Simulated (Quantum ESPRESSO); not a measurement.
SiO₂: band-structure run (part 1 of 2)

The run: band-structure run of SiO₂ (6 atoms in the cell). Method and program: Kohn-Sham DFT of a periodic cell, LDA, GBRV 1.5 LDA, no spin polarisation (Quantum ESPRESSO 7.5).

The structure derives from a Materials Project entry.

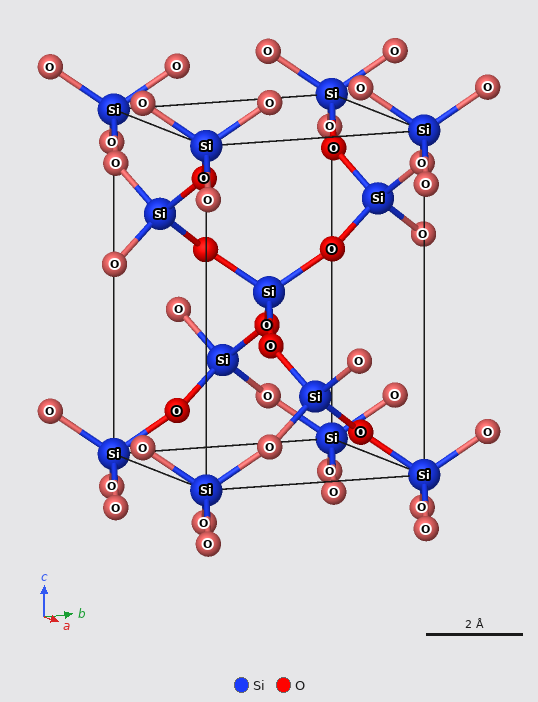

Figure 1. The structure as given in the input (ball-and-stick view of the cell 2 times as large as that of the calculation, set on its symmetry axes, seen slightly off an axis; neighbours outside the cell are drawn fainter).

## Input
```
&CONTROL
  calculation = 'scf'
  prefix = 'pwscf'
  outdir = './tmp'
  pseudo_dir = './pseudo'
  tprnfor = .true.
  tstress = .true.
  disk_io = 'low'
/
&SYSTEM
  ibrav = 0
  celldm(1) = 8
  nat = 6
  ntyp = 2
  ecutwfc = 45
  ecutrho = 360
  nbnd = 24
  occupations = 'smearing'
  smearing = 'fd'
  degauss = 0.00367493
/
&ELECTRONS
  conv_thr = 1.2d-09
  electron_maxstep = 120
  mixing_beta = 0.5
/
ATOMIC_SPECIES
Si    28.0850 si_lda_v1.uspp.F.UPF
O     15.9990 o_lda_v1.2.uspp.F.UPF
CELL_PARAMETERS alat
 -0.5851750632063   0.5851750632063   0.8635271811786
  0.5851750632063  -0.5851750632063   0.8635271811786
  0.5851750632063   0.5851750632063  -0.8635271811786
ATOMIC_POSITIONS crystal
Si     0.7500000000    0.2500000000    0.5000000000
Si     0.0000000000    0.0000000000    0.0000000000
O      0.8750000000    0.0282138700    0.6532138700
O      0.7782138700    0.1250000000    0.1532138700
O      0.9717861300    0.6250000000    0.8467861300
O      0.3750000000    0.2217861300    0.3467861300
K_POINTS automatic
8 8 8 0 0 0
```

## File bands.in
```
&CONTROL
  calculation = 'bands'
  prefix = 'pwscf'
  outdir = './tmp'
  pseudo_dir = './pseudo'
  disk_io = 'low'
  verbosity = 'high'
/
&SYSTEM
  ibrav = 0
  celldm(1) = 8
  nat = 6
  ntyp = 2
  ecutwfc = 45
  ecutrho = 360
  nbnd = 24
  occupations = 'smearing'
  smearing = 'fd'
  degauss = 0.00367493
/
&ELECTRONS
  conv_thr = 1d-08
  electron_maxstep = 120
  mixing_beta = 0.5
  diago_full_acc = .true.
  startingwfc = 'random'
/
ATOMIC_SPECIES
Si    28.0850 si_lda_v1.uspp.F.UPF
O     15.9990 o_lda_v1.2.uspp.F.UPF
CELL_PARAMETERS alat
 -0.5851750632063   0.5851750632063   0.8635271811786
  0.5851750632063  -0.5851750632063   0.8635271811786
  0.5851750632063   0.5851750632063  -0.8635271811786
ATOMIC_POSITIONS crystal
Si     0.7500000000    0.2500000000    0.5000000000
Si     0.0000000000    0.0000000000    0.0000000000
O      0.8750000000    0.0282138700    0.6532138700
O      0.7782138700    0.1250000000    0.1532138700
O      0.9717861300    0.6250000000    0.8467861300
O      0.3750000000    0.2217861300    0.3467861300
K_POINTS crystal
60
 0.0000000000  0.0000000000  0.0000000000 1
 0.0000000000  0.0000000000  0.0714285714 1
 0.0000000000  0.0000000000  0.1428571429 1
 0.0000000000  0.0000000000  0.2142857143 1
 0.0000000000  0.0000000000  0.2857142857 1
 0.0000000000  0.0000000000  0.3571428571 1
 0.0000000000  0.0000000000  0.4285714286 1
 0.0000000000  0.0000000000  0.5000000000 1
-0.0765364556  0.0765364556  0.5000000000 1
-0.1530729112  0.1530729112  0.5000000000 1
-0.2296093669  0.2296093669  0.5000000000 1
-0.2972070251  0.2972070251  0.4324023417 1
-0.3648046834  0.3648046834  0.3648046834 1
-0.3192040980  0.3192040980  0.3192040980 1
-0.2736035126  0.2736035126  0.2736035126 1
-0.2280029271  0.2280029271  0.2280029271 1
-0.1824023417  0.1824023417  0.1824023417 1
-0.1368017563  0.1368017563  0.1368017563 1
-0.0912011709  0.0912011709  0.0912011709 1
-0.0456005854  0.0456005854  0.0456005854 1
 0.0000000000  0.0000000000  0.0000000000 1
 0.0625000000  0.0625000000 -0.0625000000 1
 0.1250000000  0.1250000000 -0.1250000000 1
 0.1875000000  0.1875000000 -0.1875000000 1
 0.2500000000  0.2500000000 -0.2500000000 1
 0.3125000000  0.3125000000 -0.3125000000 1
 0.3750000000  0.3750000000 -0.3750000000 1
 0.4375000000  0.4375000000 -0.4375000000 1
 0.5000000000  0.5000000000 -0.5000000000 1
 0.4549348945  0.5450651055 -0.4549348945 1
 0.4098697890  0.5901302110 -0.4098697890 1
 0.3648046834  0.6351953166 -0.3648046834 1
 0.2918437467  0.6081562533 -0.2918437467 1
 0.2188828101  0.5811171899 -0.2188828101 1
 0.1459218734  0.5540781266 -0.1459218734 1
 0.0729609367  0.5270390633 -0.0729609367 1
 0.0000000000  0.5000000000  0.0000000000 1
 0.0416666667  0.4583333333  0.0416666667 1
 0.0833333333  0.4166666667  0.0833333333 1
 0.1250000000  0.3750000000  0.1250000000 1
 0.1666666667  0.3333333333  0.1666666667 1
 0.2083333333  0.2916666667  0.2083333333 1
 0.2500000000  0.2500000000  0.2500000000 1
 0.2916666667  0.2916666667  0.1700651055 1
 0.3333333333  0.3333333333  0.0901302110 1
 0.3750000000  0.3750000000  0.0101953166 1
 0.4166666667  0.4166666667 -0.0697395779 1
 0.4583333333  0.4583333333 -0.1496744724 1
 0.5000000000  0.5000000000 -0.2296093669 1
 0.5000000000  0.5000000000 -0.2836874935 1
 0.5000000000  0.5000000000 -0.3377656201 1
 0.5000000000  0.5000000000 -0.3918437467 1
 0.5000000000  0.5000000000 -0.4459218734 1
 0.5000000000  0.5000000000 -0.5000000000 1
 0.0000000000  0.0000000000  0.5000000000 1
 0.0500000000  0.0500000000  0.4500000000 1
 0.1000000000  0.1000000000  0.4000000000 1
 0.1500000000  0.1500000000  0.3500000000 1
 0.2000000000  0.2000000000  0.3000000000 1
 0.2500000000  0.2500000000  0.2500000000 1
```

Machine: 1 thread of AMD EPYC (Zen 3), 192 GiB of memory available, shared host.

Command:
```bash
OMP_NUM_THREADS=1 pw.x -in pw.in > pw.out
OMP_NUM_THREADS=1 pw.x -in bands.in > bands.out
```

## Output
```
This program is part of the open-source Quantum ESPRESSO suite
     for quantum simulation of materials; please cite
         "P. Giannozzi et al., J. Phys.:Condens. Matter 21 395502 (2009);
         "P. Giannozzi et al., J. Phys.:Condens. Matter 29 465901 (2017);
         "P. Giannozzi et al., J. Chem. Phys. 152 154105 (2020);
          URL
     in publications or presentations arising from this work. More details at

     Message from routine setup:
     using ibrav=0 with symmetry is DISCOURAGED, use correct ibrav instead

     G-vector sticks info
     --------------------
     sticks:   dense  smooth     PW     G-vecs:    dense   smooth      PW
     Sum        2611    1317    433                69813    24673    4781

     Using Slab Decomposition

     bravais-lattice index     =            0
     lattice parameter (alat)  =       8.0000  a.u.
     unit-cell volume          =     605.5885 (a.u.)^3
     number of atoms/cell      =            6
     number of atomic types    =            2
     number of electrons       =        32.00
     number of Kohn-Sham states=           24
     kinetic-energy cutoff     =      45.0000  Ry
     charge density cutoff     =     360.0000  Ry
     scf convergence threshold =      1.2E-09
     mixing beta               =       0.5000
     number of iterations used =            8  plain     mixing
     Exchange-correlation= SLA  PZ   NOGX NOGC
                           (   1   1   0   0   0   0   0)

     celldm(1)=   8.000000  celldm(2)=   0.000000  celldm(3)=   0.000000
     celldm(4)=   0.000000  celldm(5)=   0.000000  celldm(6)=   0.000000

     crystal axes: (cart. coord. in units of alat)
               a(1) = (  -0.585175   0.585175   0.863527 )
               a(2) = (   0.585175  -0.585175   0.863527 )
               a(3) = (   0.585175   0.585175  -0.863527 )

     reciprocal axes: (cart. coord. in units 2 pi/alat)
               b(1) = (  0.000000  0.854445  0.579021 )
               b(2) = (  0.854445  0.000000  0.579021 )
               b(3) = (  0.854445  0.854445  0.000000 )

     PseudoPot. # 1 for Si read from file:
     si_lda_v1.uspp.F.UPF
     Pseudo is Ultrasoft + core correction, Zval =  4.0
     Generated by new atomic code, or converted to UPF format
     Using radial grid of  899 points,  6 beta functions with:
                l(1) =   0
                l(2) =   0
                l(3) =   1
                l(4) =   1
                l(5) =   2
                l(6) =   2
     Q(r) pseudized with  8 coefficients,  rinner =    0.900   0.900   0.900
                                                       0.900   0.900

     PseudoPot. # 2 for O  read from file:
     o_lda_v1.2.uspp.F.UPF
     Pseudo is Ultrasoft + core correction, Zval =  6.0
     Generated by new atomic code, or converted to UPF format
     Using radial grid of  737 points,  5 beta functions with:
                l(1) =   0
                l(2) =   0
                l(3) =   1
                l(4) =   1
                l(5) =   2
     Q(r) pseudized with  8 coefficients,  rinner =    0.900   0.900   0.900
                                                       0.900   0.900

     atomic species   valence    mass     pseudopotential
     Si                4.00    28.08500     Si( 1.00)
     O                 6.00    15.99900     O ( 1.00)

      8 Sym. Ops. (no inversion) found ( 4 have fractional translation)

   Cartesian axes

     site n.     atom                  positions (alat units)
         1        Si     tau(   1) = (   0.0000000   0.5851751   0.4317636  )
         2        Si     tau(   2) = (   0.0000000   0.0000000   0.0000000  )
         3        O      tau(   3) = (  -0.1132737   0.8777626   0.2158818  )
         4        O      tau(   4) = (  -0.2925875   0.4719014   0.6476454  )
         5        O      tau(   5) = (   0.2925875   0.6984487   0.6476454  )
         6        O      tau(   6) = (   0.1132737   0.2925875   0.2158818  )

     number of k points=    59  Fermi-Dirac smearing, width (Ry)=  0.0037
                       cart. coord. in units 2pi/alat
        k(    1) = (   0.0000000   0.0000000   0.0000000), wk =   0.0039062
        k(    2) = (   0.1068056   0.1068056   0.0000000), wk =   0.0156250
        k(    3) = (   0.2136113   0.2136113   0.0000000), wk =   0.0156250
        k(    4) = (   0.3204169   0.3204169   0.0000000), wk =   0.0156250
        k(    5) = (  -0.4272226  -0.4272226   0.0000000), wk =   0.0078125
        k(    6) = (   0.1068056   0.0000000   0.0723776), wk =   0.0312500
        k(    7) = (   0.2136113   0.1068056   0.0723776), wk =   0.0625000
        k(    8) = (   0.3204169   0.2136113   0.0723776), wk =   0.0625000
        k(    9) = (   0.4272226   0.3204169   0.0723776), wk =   0.0625000
        k(   10) = (   0.2136113   0.0000000   0.1447551), wk =   0.0312500
        k(   11) = (   0.3204169   0.1068056   0.1447551), wk =   0.0625000
        k(   12) = (   0.4272226   0.2136113   0.1447551), wk =   0.0625000
        k(   13) = (   0.5340282   0.3204169   0.1447551), wk =   0.0312500
        k(   14) = (   0.1068056  -0.1068056   0.1447551), wk =   0.0312500
        k(   15) = (   0.3204169   0.0000000   0.2171327), wk =   0.0312500
        k(   16) = (   0.4272226   0.1068056   0.2171327), wk =   0.0625000
        k(   17) = (   0.5340282   0.2136113   0.2171327), wk =   0.0625000
        k(   18) = (   0.1068056  -0.2136113   0.2171327), wk =   0.0625000
        k(   19) = (  -0.4272226  -0.0000000  -0.2895103), wk =   0.0156250
        k(   20) = (  -0.3204169   0.1068056  -0.2895103), wk =   0.0625000
        k(   21) = (  -0.2136113   0.2136113  -0.2895103), wk =   0.0312500
        k(   22) = (   0.2136113   0.2136113   0.1447551), wk =   0.0312500
        k(   23) = (   0.3204169   0.3204169   0.1447551), wk =   0.0312500
        k(   24) = (   0.4272226   0.4272226   0.1447551), wk =   0.0156250
        k(   25) = (   0.0000000   0.0000000   0.1447551), wk =   0.0078125
        k(   26) = (   0.3204169   0.2136113   0.2171327), wk =   0.0625000
        k(   27) = (   0.4272226   0.3204169   0.2171327), wk =   0.0625000
        k(   28) = (   0.0000000  -0.1068056   0.2171327), wk =   0.0312500
        k(   29) = (   0.4272226   0.2136113   0.2895103), wk =   0.0312500
        k(   30) = (   0.5340282   0.3204169   0.2895103), wk =   0.0312500
        k(   31) = (  -0.0000000  -0.2136113   0.2895103), wk =   0.0312500
        k(   32) = (   0.1068056  -0.1068056   0.2895103), wk =   0.0312500
        k(   33) = (  -0.8544452  -0.3204169  -0.2171327), wk =   0.0312500
        k(   34) = (  -0.7476395  -0.2136113  -0.2171327), wk =   0.0625000
        k(   35) = (   0.0000000   0.4272226  -0.1447551), wk =   0.0312500
        k(   36) = (  -0.7476395  -0.3204169  -0.1447551), wk =   0.0625000
        k(   37) = (  -0.6408339  -0.2136113  -0.1447551), wk =   0.0312500
        k(   38) = (   0.0000000   0.3204169  -0.0723776), wk =   0.0312500
        k(   39) = (   0.1068056   0.4272226  -0.0723776), wk =   0.0625000
        k(   40) = (  -0.6408339  -0.3204169  -0.0723776), wk =   0.0625000
        k(   41) = (   0.0000000   0.2136113   0.0000000), wk =   0.0156250
        k(   42) = (   0.1068056   0.3204169   0.0000000), wk =   0.0312500
        k(   43) = (   0.2136113   0.4272226   0.0000000), wk =   0.0312500
        k(   44) = (  -0.5340282  -0.3204169   0.0000000), wk =   0.0156250
        k(   45) = (   0.4272226   0.4272226   0.2895103), wk =   0.0078125
        k(   46) = (   0.0000000   0.0000000   0.2895103), wk =   0.0078125
        k(   47) = (  -0.0000000  -0.1068056   0.3618879), wk =   0.0312500
        k(   48) = (  -0.8544452  -0.2136113  -0.1447551), wk =   0.0312500
        k(   49) = (  -0.7476395  -0.1068056  -0.1447551), wk =   0.0312500
        k(   50) = (   0.0000000   0.5340282  -0.0723776), wk =   0.0312500
        k(   51) = (  -0.7476395  -0.2136113  -0.0723776), wk =   0.0625000
        k(   52) = (   0.0000000   0.4272226   0.0000000), wk =   0.0156250
        k(   53) = (   0.1068056   0.5340282   0.0000000), wk =   0.0312500
        k(   54) = (  -0.6408339  -0.2136113   0.0000000), wk =   0.0156250
        k(   55) = (  -0.0000000  -0.0000000   0.4342654), wk =   0.0078125
        k(   56) = (  -0.8544452  -0.1068056  -0.0723776), wk =   0.0312500
        k(   57) = (   0.0000000   0.6408339  -0.0000000), wk =   0.0156250
        k(   58) = (  -0.7476395  -0.1068056  -0.0000000), wk =   0.0156250
        k(   59) = (  -0.8544452  -0.8544452  -0.5790206), wk =   0.0039062

     Dense  grid:    69813 G-vectors     FFT dimensions: (  60,  60,  60)

     Smooth grid:    24673 G-vectors     FFT dimensions: (  48,  48,  48)

     Check: negative core charge=   -0.000001

     Initial potential from superposition of free atoms

     starting charge      31.9988, renormalised to      32.0000
     Starting wfcs are   24 randomized atomic wfcs

     Self-consistent Calculation

     iteration #  1     ecut=    45.00 Ry     beta= 0.50
     Davidson diagonalization with overlap
     ethr =  1.00E-02,  avg # of iterations =  4.1

     total energy              =    -148.61107725 Ry
     estimated scf accuracy    <       1.58136451 Ry

     iteration #  2     ecut=    45.00 Ry     beta= 0.50
     Davidson diagonalization with overlap
     ethr =  4.94E-03,  avg # of iterations =  2.1

     total energy              =    -149.05899869 Ry
     estimated scf accuracy    <       0.18951762 Ry

     iteration #  3     ecut=    45.00 Ry     beta= 0.50
     Davidson diagonalization with overlap
     ethr =  5.92E-04,  avg # of iterations =  3.4

     total energy              =    -149.08197974 Ry
     estimated scf accuracy    <       0.01146330 Ry

     iteration #  4     ecut=    45.00 Ry     beta= 0.50
     Davidson diagonalization with overlap
     ethr =  3.58E-05,  avg # of iterations =  6.2

     total energy              =    -149.08383157 Ry
     estimated scf accuracy    <       0.00272594 Ry

     iteration #  5     ecut=    45.00 Ry     beta= 0.50
     Davidson diagonalization with overlap
     ethr =  8.52E-06,  avg # of iterations =  2.8

     total energy              =    -149.08371293 Ry
     estimated scf accuracy    <       0.00062357 Ry

     iteration #  6     ecut=    45.00 Ry     beta= 0.50
     Davidson diagonalization with overlap
     ethr =  1.95E-06,  avg # of iterations =  2.8

     total energy              =    -149.08384842 Ry
     estimated scf accuracy    <       0.00000589 Ry

     iteration #  7     ecut=    45.00 Ry     beta= 0.50
     Davidson diagonalization with overlap
     ethr =  1.84E-08,  avg # of iterations =  4.4

     total energy              =    -149.08385784 Ry
     estimated scf accuracy    <       0.00000014 Ry

     iteration #  8     ecut=    45.00 Ry     beta= 0.50
     Davidson diagonalization with overlap
     ethr =  4.45E-10,  avg # of iterations =  2.3

     total energy              =    -149.08385787 Ry
     estimated scf accuracy    <          2.7E-09 Ry

     iteration #  9     ecut=    45.00 Ry     beta= 0.50
     Davidson diagonalization with overlap
     ethr =  8.55E-12,  avg # of iterations =  3.9

     End of self-consistent calculation

          k = 0.0000 0.0000 0.0000 (  3051 PWs)   bands (ev):

   -18.5117 -16.3504 -16.3504 -16.2891  -8.8399  -5.1334  -5.1334  -4.8653
    -2.1338  -1.7087  -1.1916  -1.1916  -1.1364  -0.2528   0.4331   0.4331
     6.1514   9.0343  10.8748  10.8748  10.9516  12.1240  12.1240  13.1498

          k = 0.1068 0.1068 0.0000 (  3090 PWs)   bands (ev):

   -18.4464 -16.4613 -16.3549 -16.2977  -8.6735  -5.2715  -5.0536  -4.7781
    -2.1776  -1.6539  -1.3806  -1.2022  -1.1945  -0.2284   0.3850   0.3867
     6.4831   9.2363  10.3414  10.7287  11.5090  11.8509  12.0867  12.9740

          k = 0.2136 0.2136 0.0000 (  3076 PWs)   bands (ev):

   -18.2556 -16.7559 -16.3646 -16.3204  -8.2161  -5.6201  -4.8423  -4.6124
    -2.2938  -1.7574  -1.5436  -1.3774  -1.1715  -0.2146   0.2617   0.2762
     7.3404   9.7006  10.0215  10.4556  11.6163  11.8102  12.1535  12.2718

          k = 0.3204 0.3204 0.0000 (  3106 PWs)   bands (ev):

   -17.9554 -17.1536 -16.3707 -16.3467  -7.5667  -6.1588  -4.5916  -4.4659
    -2.3768  -2.0813  -1.6065  -1.5889  -0.9171  -0.2927   0.1242   0.1610
     8.4176   9.8096  10.0811  10.5629  11.5136  11.6825  11.7186  12.1959

          k =-0.4272-0.4272 0.0000 (  3102 PWs)   bands (ev):

   -17.5739 -17.5739 -16.3654 -16.3654  -6.8414  -6.8414  -4.4409  -4.4409
    -2.3029  -2.3029  -1.6803  -1.6803  -0.5588  -0.5588   0.0935   0.0935
     9.3345   9.3345  10.4712  10.4712  11.3792  11.3792  11.9249  11.9249

          k = 0.1068 0.0000 0.0724 (  3080 PWs)   bands (ev):

   -18.4632 -16.4240 -16.3536 -16.3059  -8.7124  -5.1646  -5.1102  -4.8344
    -2.1332  -1.6977  -1.3730  -1.1910  -1.1486  -0.2486   0.3824   0.4033
     6.3937   9.1603  10.4565  10.8346  11.3077  11.8750  12.1858  13.0937

          k = 0.2136 0.1068 0.0724 (  3078 PWs)   bands (ev):

   -18.3379 -16.6333 -16.3611 -16.3120  -8.4077  -5.4123  -4.9729  -4.6914
    -2.2171  -1.7019  -1.5982  -1.2369  -1.1566  -0.2424   0.2695   0.3439
     6.9883   9.5172  10.0717  10.6574  11.3795  11.7219  12.1699  12.8608

          k = 0.3204 0.2136 0.0724 (  3091 PWs)   bands (ev):
```
